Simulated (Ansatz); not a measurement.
## Single-point calculation of Fe$_{13}$Co$_{3}$ (part 1 of 2)

- system: Fe$_{13}$Co$_{3}$ (P4/mmm, 16 atoms in the cell)
- method: DFT PBEsol, scalar-relativistic, plane waves, PAW, spin-polarised (Ansatz 0.2.0)

The structure derives from a Materials Project entry. Figures and captions count atoms from 1; the log counts them from 0 in places.

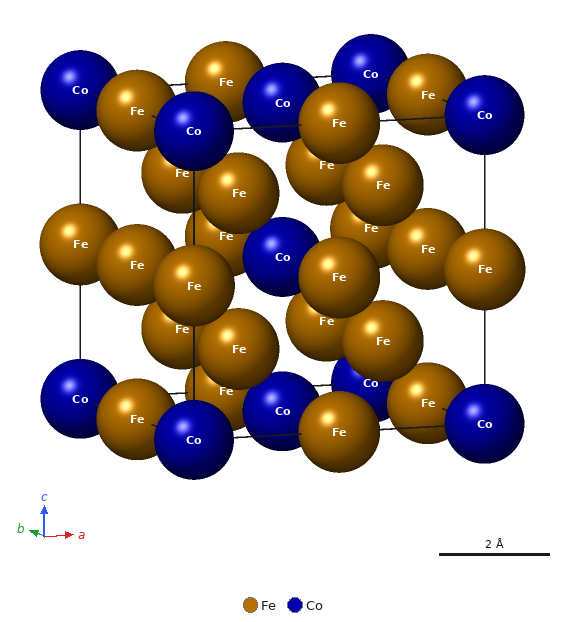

*The input geometry (spheres-only view of the cell of the calculation, seen slightly off an axis). An atom can appear more than once, as a periodic image.*

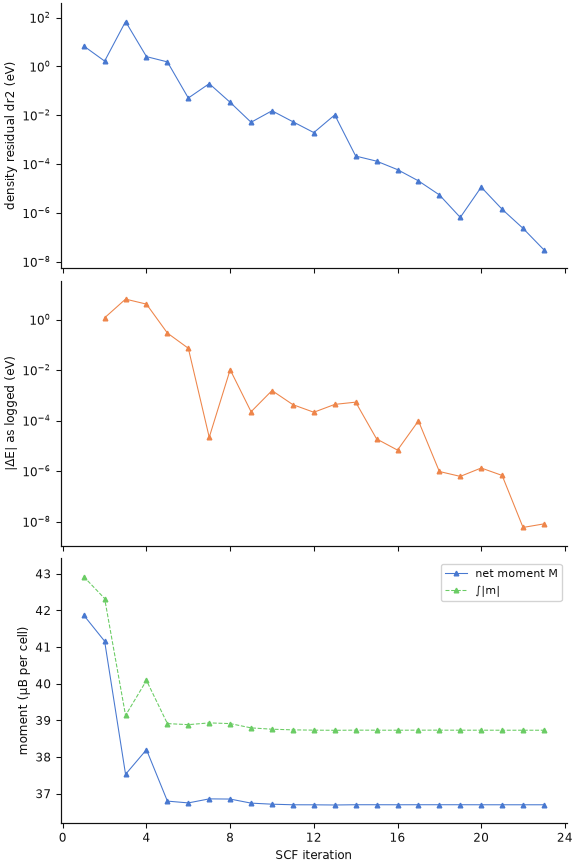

*Convergence of the self-consistent field: density residual dr2, size of the energy change and magnetic moment against the SCF iteration.*

The residual falls unevenly and jumps up by a factor of two or more 5 times on the way down. The net moment goes from 41.9 to 36.7 μB per cell.

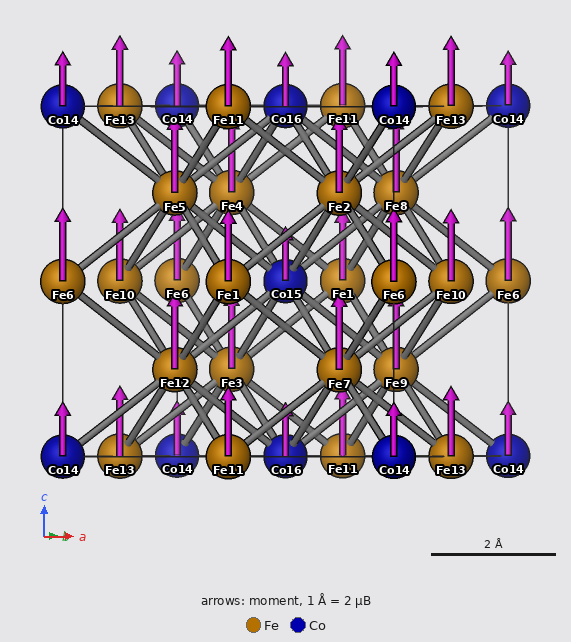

*Magnetic moments of the sites as pink arrows (ball-and-stick view of the cell of the calculation, seen at an oblique angle; atoms are numbered from 1 in the order of the input); small moments hardly show. The run is collinear, so the axis drawn is arbitrary.*

Site moments: Fe2, Fe3, Fe4, Fe5, Fe7, Fe8 and 2 more (2.54 μB); Fe6 (2.42 μB); Fe1, Fe10 (2.37 μB); Fe11, Fe13 (2.31 μB); Co14 (1.81 μB); Co15 (1.80 μB); Co16 (1.78 μB). They are counted near the atoms and needn't add up to the moment of the cell.

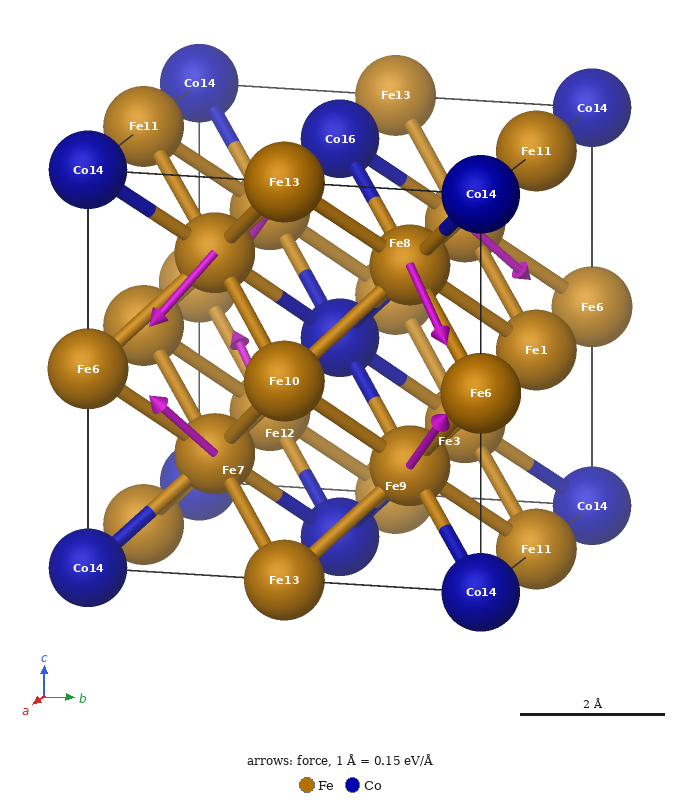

*Forces on the atoms as pink arrows (ball-and-stick view of the cell of the calculation, seen slightly off an axis; atoms are numbered from 1 in the order of the input).*

The largest act on Fe2, Fe3, Fe4, Fe5, Fe7, Fe8 and 2 more (0.21 eV/Å). The geometry is not a stationary point of this energy.

These pictures come from the run below.

Input file:
```yaml
crystal:
  lattice:
    - [5.692663685, 0.0, 0.0]
    - [0.0, 5.692663685, 0.0]
    - [0.0, 0.0, 5.69106878]
  atoms:
    - { symbol: Fe, position: [0.5, 0.0, 0.5], spin: 4.0 }
    - { symbol: Fe, position: [0.74829272, 0.25170728, 0.75230013], spin: 4.0 }
    - { symbol: Fe, position: [0.25170728, 0.74829272, 0.24769987], spin: 4.0 }
    - { symbol: Fe, position: [0.25170728, 0.74829272, 0.75230013], spin: 4.0 }
    - { symbol: Fe, position: [0.25170728, 0.25170728, 0.75230013], spin: 4.0 }
    - { symbol: Fe, position: [0.0, 0.0, 0.5], spin: 4.0 }
    - { symbol: Fe, position: [0.74829272, 0.25170728, 0.24769987], spin: 4.0 }
    - { symbol: Fe, position: [0.74829272, 0.74829272, 0.75230013], spin: 4.0 }
    - { symbol: Fe, position: [0.74829272, 0.74829272, 0.24769987], spin: 4.0 }
    - { symbol: Fe, position: [0.0, 0.5, 0.5], spin: 4.0 }
    - { symbol: Fe, position: [0.5, 0.0, 0.0], spin: 4.0 }
    - { symbol: Fe, position: [0.25170728, 0.25170728, 0.24769987], spin: 4.0 }
    - { symbol: Fe, position: [0.0, 0.5, 0.0], spin: 4.0 }
    - { symbol: Co, position: [0.0, 0.0, 0.0], spin: 3.0 }
    - { symbol: Co, position: [0.5, 0.5, 0.5], spin: 3.0 }
    - { symbol: Co, position: [0.5, 0.5, 0.0], spin: 3.0 }
basis:
  ecutwfc: 420
kpoints:
  mp_grid: { grid: [4, 4, 4] }
hamiltonian:
  xc: pbesol
scf:
  occupations: { method: gaussian, width: 0.1 }
  lower_state_search: "off"
output:
  forces: true
  stress: true
  eigenvalues: true
  populations: true
magnetization:
  spin_polarized: true
```

Launch command:
```bash
ansatz run input.yaml --threads 4 --pin off --max-ram 10240MiB --backend cpu --events-out ev --progress --plain --runs-dir out
```

The program's output:
```
Engine: ansatz 0.2.0, x86_64-unknown-linux-gnu
Pseudopotentials: kind: paw
Pseudopotential: Fe, paw, valence charge 16, recommended cutoff 420 eV (normal), Fe.paw.azcp
Pseudopotential: Co, paw, valence charge 17, recommended cutoff 420 eV (normal), Co.paw.azcp
Functional definition: PBEsol
  exchange = pbesol_x
  correlation = pbesol_c
Crystal: 16 atoms, lattice volume = 184.427 Å³
Basis set: ecut = 420 eV, 3695 PW (Γ), exchange–correlation on 80×80×80 points (8 copies of the dense FFT grid, shifted against one another)
Bands: 192, of which v1, the nominal top of the filled ones, is band 130 counted from 1 (129 counted from 0)
Symmetry: 16 space group operations
Space group: P4/mmm (ITA 123), of the structure as read, at distance tolerance 5.7e-5 Å
Magnetic group: BNS 123.339 (UNI 999), of the structure as read, at distance tolerance 5.7e-5 Å
k-points: 18 of 64
Non-local potential: Fe, projectors of the file, l = 0: 3, l = 1: 2, l = 2: 3, l = 3: 1
Non-local potential: Co, projectors of the file, l = 0: 3, l = 1: 2, l = 2: 3, l = 3: 1
PAW form: soft (Blöchl's): semilocal exchange-correlation on the pseudo side does not see the compensation charge
PAW frozen core: Fe, regenerated for the run's functional, and the local potential with it (the file was generated under x = pbe(κ = 0.804, μ = 0.2195149727645171), c = pbe(β = 0.06672455060314922))
PAW frozen core: Co, regenerated for the run's functional, and the local potential with it (the file was generated under x = pbe(κ = 0.804, μ = 0.2195149727645171), c = pbe(β = 0.06672455060314922))
PAW one-centre angular grid: Fe, 590 points (default); XC on 64 Gauss nodes
PAW one-centre angular grid: Co, 590 points (default); XC on 64 Gauss nodes
Initial density: superposition of atomic densities (chi_scale 0.1, normalization cell)
Starting moments: Σ|m| = 61 μB on 16 of 16 sites
Initial wavefunctions: pseudopotential atomic-orbital guess
Functional: x = pbesol(κ = 0.804, μ = 0.12345679012345678), c = pbesol(β = 0.046)
iter 1 solved again at ethr=2.64e-3 eV; its pass at ethr=3.10e-3 eV (dr2=6.83e0 eV) is discarded
SCF iter   1: F=—  HF=-73110.159728 eV  |F-HF|=—  |Δ(HF+E_count)|=         —  Δρ=1.27e-1 (↑1.27e-1 ↓7.24e-2)  dr2=6.86e0  dr2_m=1.57e1  M=41.871 μB ∫|m|=42.921 μB  β_m=0.30  ethr=2.64e-3  ⟨swp⟩=1.8  Hψ=30636  notcnv=0
Mixer restart at iter 1: flushing history
preconditioner: auto → Kerker (q_TF=auto, 2.887 Å⁻¹)  [metal: Δε(μ)=0.016 eV  Ē_g=10.238 eV  σ=0.100 eV  W_gap=0.09  n_scr=80 (ndim 8)  ℏωp=31.3 eV  f_vac=0.000  D(μ)=10.14/eV (n_scr^D=92)]
spin=Collinear: Kerker preconditioning applied to the charge; magnetization (m = ρ↑ − ρ↓) channel mixes plain (no charge-response kernel on spin).
spin-set hold released at iteration 1 (the charge has settled, or the pull on large starting moments outlasts its swing): the magnetisation degrees of freedom join the quasi-Newton model from the next iteration; the mixer history was flushed
SCF iter   2: F=—  HF=-73111.330684 eV  |F-HF|=—  |Δ(HF+E_count)|=    1.17e0  Δρ=8.37e-2 (↑8.37e-2 ↓5.94e-2)  dr2=1.65e0  dr2_m=8.33e0  M=41.160 μB ∫|m|=42.325 μB  β_m=0.60  ethr=2.64e-3  ⟨swp⟩=2.2  Hψ=9186  notcnv=0  defer=26
SCF iter   3: F=—  HF=-73117.758581 eV  |F-HF|=—  |Δ(HF+E_count)|=    6.43e0  Δρ=1.45e-1 (↑6.91e-2 ↓1.45e-1)  dr2=6.87e1  dr2_m=5.52e0  M=37.528 μB ∫|m|=39.136 μB  β_m=0.34  ethr=6.38e-4  ⟨swp⟩=3.0  Hψ=14771  notcnv=0  defer=1095  recentre
SCF iter   4: F=—  HF=-73113.691238 eV  |F-HF|=—  |Δ(HF+E_count)|=    4.07e0  Δρ=3.39e-2 (↑3.06e-2 ↓3.39e-2)  dr2=2.51e0  dr2_m=1.11e0  M=38.200 μB ∫|m|=40.089 μB  β_m=0.37  ethr=6.38e-4  ⟨swp⟩=3.4  Hψ=13138  notcnv=0  defer=1096
SCF iter   5: F=—  HF=-73113.982248 eV  |F-HF|=—  |Δ(HF+E_count)|=   2.91e-1  Δρ=2.14e-2 (↑1.15e-2 ↓2.14e-2)  dr2=1.53e0  dr2_m=8.01e-2  M=36.797 μB ∫|m|=38.912 μB  β_m=0.31  ethr=6.38e-4  ⟨swp⟩=2.0  Hψ=9027  notcnv=0  defer=1095
SCF iter   6: F=—  HF=-73113.909554 eV  |F-HF|=—  |Δ(HF+E_count)|=   7.27e-2  Δρ=5.49e-3 (↑4.08e-3 ↓5.49e-3)  dr2=5.06e-2  dr2_m=2.43e-2  M=36.748 μB ∫|m|=38.883 μB  β_m=0.52  ethr=5.90e-4  ⟨swp⟩=2.0  Hψ=7032  notcnv=0  defer=1095
SCF iter   7: F=—  HF=-73113.909532 eV  |F-HF|=—  |Δ(HF+E_count)|=   2.17e-5  Δρ=7.11e-3 (↑3.83e-3 ↓7.11e-3)  dr2=1.96e-1  dr2_m=1.26e-2  M=36.858 μB ∫|m|=38.931 μB  β_m=0.52  ethr=1.95e-5  ⟨swp⟩=2.0  Hψ=10438  notcnv=0  defer=1095
SCF iter   8: F=—  HF=-73113.899200 eV  |F-HF|=—  |Δ(HF+E_count)|=   1.03e-2  Δρ=3.56e-3 (↑2.02e-3 ↓3.56e-3)  dr2=3.37e-2  dr2_m=6.56e-3  M=36.853 μB ∫|m|=38.912 μB  β_m=0.50  ethr=1.95e-5  ⟨swp⟩=2.0  Hψ=9547  notcnv=0  defer=1095
SCF iter   9: F=—  HF=-73113.898976 eV  |F-HF|=—  |Δ(HF+E_count)|=   2.23e-4  Δρ=1.43e-3 (↑1.27e-3 ↓1.43e-3)  dr2=5.13e-3  dr2_m=1.57e-3  M=36.742 μB ∫|m|=38.795 μB  β_m=0.75  ethr=1.30e-5  ⟨swp⟩=1.0  Hψ=6283  notcnv=0  defer=1094
SCF iter  10: F=—  HF=-73113.900521 eV  |F-HF|=—  |Δ(HF+E_count)|=   1.54e-3  Δρ=2.09e-3 (↑1.01e-3 ↓2.09e-3)  dr2=1.52e-2  dr2_m=8.29e-4  M=36.713 μB ∫|m|=38.759 μB  β_m=0.68  ethr=1.98e-6  ⟨swp⟩=2.0  Hψ=7891  notcnv=0  defer=1094
SCF iter  11: F=—  HF=-73113.900096 eV  |F-HF|=—  |Δ(HF+E_count)|=   4.25e-4  Δρ=1.31e-3 (↑6.85e-4 ↓1.31e-3)  dr2=5.39e-3  dr2_m=4.01e-4  M=36.697 μB ∫|m|=38.741 μB  β_m=0.60  ethr=1.98e-6  ⟨swp⟩=2.0  Hψ=10593  notcnv=0  defer=1094
SCF iter  12: F=—  HF=-73113.899883 eV  |F-HF|=—  |Δ(HF+E_count)|=   2.13e-4  Δρ=8.64e-4 (↑2.65e-4 ↓8.64e-4)  dr2=1.94e-3  dr2_m=1.94e-4  M=36.696 μB ∫|m|=38.733 μB  β_m=0.55  ethr=1.98e-6  ⟨swp⟩=1.0  Hψ=6121  notcnv=0  defer=1092
SCF iter  13: F=—  HF=-73113.900319 eV  |F-HF|=—  |Δ(HF+E_count)|=   4.36e-4  Δρ=1.53e-3 (↑9.26e-4 ↓1.53e-3)  dr2=1.03e-2  dr2_m=2.60e-4  M=36.691 μB ∫|m|=38.729 μB  β_m=0.36  ethr=7.49e-7  ⟨swp⟩=2.0  Hψ=7912  notcnv=0  defer=1092  recentre
SCF iter  14: F=—  HF=-73113.899783 eV  |F-HF|=—  |Δ(HF+E_count)|=   5.35e-4  Δρ=3.04e-4 (↑6.29e-5 ↓3.04e-4)  dr2=2.12e-4  dr2_m=3.65e-5  M=36.698 μB ∫|m|=38.733 μB  β_m=0.38  ethr=7.49e-7  ⟨swp⟩=2.0  Hψ=7427  notcnv=0  defer=1092
SCF iter  15: F=—  HF=-73113.899802 eV  |F-HF|=—  |Δ(HF+E_count)|=   1.87e-5  Δρ=1.96e-4 (↑9.91e-5 ↓1.96e-4)  dr2=1.31e-4  dr2_m=1.23e-5  M=36.698 μB ∫|m|=38.732 μB  β_m=0.34  ethr=8.18e-8  ⟨swp⟩=1.2  Hψ=5868  notcnv=0  defer=1092
SCF iter  16: F=—  HF=-73113.899809 eV  |F-HF|=—  |Δ(HF+E_count)|=   6.75e-6  Δρ=1.59e-4 (↑5.95e-5 ↓1.59e-4)  dr2=5.89e-5  dr2_m=9.65e-6  M=36.697 μB ∫|m|=38.731 μB  β_m=0.29  ethr=5.07e-8  ⟨swp⟩=1.1  Hψ=5848  notcnv=0  defer=1092
SCF iter  17: F=—  HF=-73113.899712 eV  |F-HF|=—  |Δ(HF+E_count)|=   9.70e-5  Δρ=8.56e-5 (↑5.59e-5 ↓8.56e-5)  dr2=2.04e-5  dr2_m=4.23e-6  M=36.698 μB ∫|m|=38.733 μB  β_m=0.27  ethr=2.27e-8  ⟨swp⟩=1.4  Hψ=6399  notcnv=0  defer=1092
SCF iter  18: F=—  HF=-73113.899711 eV  |F-HF|=—  |Δ(HF+E_count)|=   9.60e-7  Δρ=4.16e-5 (↑3.34e-5 ↓4.16e-5)  dr2=5.44e-6  dr2_m=7.30e-7  M=36.698 μB ∫|m|=38.733 μB  β_m=0.30  ethr=7.89e-9  ⟨swp⟩=1.9  Hψ=7130  notcnv=0  defer=1092
SCF iter  19: F=—  HF=-73113.899711 eV  |F-HF|=—  |Δ(HF+E_count)|=   6.15e-7  Δρ=2.59e-5 (↑2.59e-5 ↓1.96e-5)  dr2=6.49e-7  dr2_m=5.93e-7  M=36.698 μB ∫|m|=38.732 μB  β_m=0.65  ethr=2.10e-9  ⟨swp⟩=1.0  Hψ=5819  notcnv=0  defer=1092
SCF iter  20: F=—  HF=-73113.899713 eV  |F-HF|=—  |Δ(HF+E_count)|=   1.32e-6  Δρ=5.24e-5 (↑3.21e-5 ↓5.24e-5)  dr2=1.13e-5  dr2_m=2.98e-7  M=36.697 μB ∫|m|=38.732 μB  β_m=0.43  ethr=2.50e-10  ⟨swp⟩=2.0  Hψ=10522  notcnv=0  defer=1092  recentre
SCF iter  21: F=—  HF=-73113.899712 eV  |F-HF|=—  |Δ(HF+E_count)|=   6.70e-7  Δρ=2.34e-5 (↑6.61e-6 ↓2.34e-5)  dr2=1.40e-6  dr2_m=1.65e-7  M=36.697 μB ∫|m|=38.731 μB  β_m=0.37  ethr=2.50e-10  ⟨swp⟩=2.0  Hψ=10512  notcnv=0  defer=1092
SCF iter  22: F=—  HF=-73113.899712 eV  |F-HF|=—  |Δ(HF+E_count)|=   5.85e-9  Δρ=8.80e-6 (↑3.39e-6 ↓8.80e-6)  dr2=2.31e-7  dr2_m=2.24e-8  M=36.697 μB ∫|m|=38.731 μB  β_m=0.33  ethr=2.50e-10  ⟨swp⟩=1.8  Hψ=7222  notcnv=0  defer=1092
SCF iter  23: F=-73113.899712 eV  HF=-73113.899712 eV  |F-HF|=2.45e-8  |Δ(HF+E_count)|=   8.09e-9  Δρ=3.44e-6 (↑1.64e-6 ↓3.44e-6)  dr2=3.03e-8  dr2_m=6.52e-9  M=36.697 μB ∫|m|=38.731 μB  ethr=3.86e-11  ⟨swp⟩=7.9  Hψ=31084  notcnv=0
SCF 1 converged in 23 iterations: F = -73113.899712 eV  dr2 = 3.03e-8
  greatest PAW one-centre occupation: 1.002 electrons in one spin orbital (limit 2), on the Fe atom at site 5 (counted from 0), in its partial waves of l = 1
SCF converged after 23 iterations
Magnetization: 36.6970 μB (147.8485 up, 111.1515 down)
Absolute magnetization: 38.7349 μB (∫|ρ↑−ρ↓|, with the PAW one-centre terms)
Spin contamination: 0.6653 ħ² per cell (⟨S²⟩ above its minimum at these occupations)
Per-site moments (μB) at R_I (Å): [(2.3705644847532468, 1.0198580000167417), (2.5361508240905093, 1.0089697551090355), (2.536150824090509, 1.0089697551090353), (2.53615082409051, 1.0089697551090355), (2.5361508240905093, 1.0089697551090353), (2.42389733216947, 1.0244630527900553), (2.536150824090511, 1.0089697551090353), (2.53615082409051, 1.0089697551090355), (2.5361508240905093, 1.0089697551090353), (2.3705644847532463, 1.0198580000167417), (2.3139656632493413, 1.013624276079928), (2.53615082409051, 1.008969755109035), (2.3139656632493404, 1.013624276079928), (1.8127521378995342, 1.01825752115677), (1.8042659540398007, 1.0152320591196755), (1.7815584757229852, 1.008969755109035)]
Free energy (F): -73113.899712 eV
Harris-Foulkes:  -73113.899712 eV  (|F-HF|=2.45e-8)
Internal energy: -73113.847080 eV  (E = F + TS)
E sigma→0 (E₀):  -73113.873396 eV
Entropy (-TS):   -0.052632 eV (-3.289 meV/atom)
Fermi energy:    18.024518 eV
```
